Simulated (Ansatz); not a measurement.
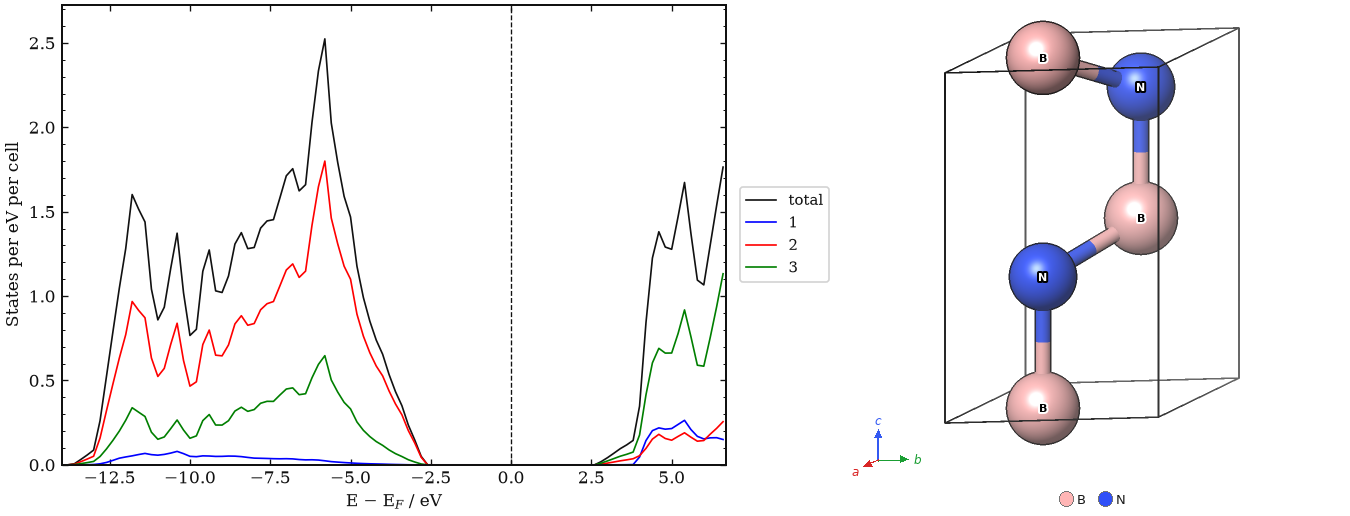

Density of states, beside the structure. Energies are counted from the Fermi level. The partial curves are projected on atomic shells.

Calculation on BN, space group P6_3mc (No. 186), 4 atoms in the cell.

Level of theory: DFT, PBE, all-electron LAPW, scalar-relativistic, no spin polarisation, 11×11×6 k mesh, Fermi-Dirac smearing of 0.02 eV; code Ansatz.

The numbered curves are projections. Which is which? The candidates: B 2p, N 2p, N 2s.

Answer. 1 is N 2s; 2 is N 2p; 3 is B 2p.

Metal or insulator, going by the density of states?

Answer. There is a gap; over the k points computed it is 5.21 eV.

The cell is at 8 GPa in this functional.
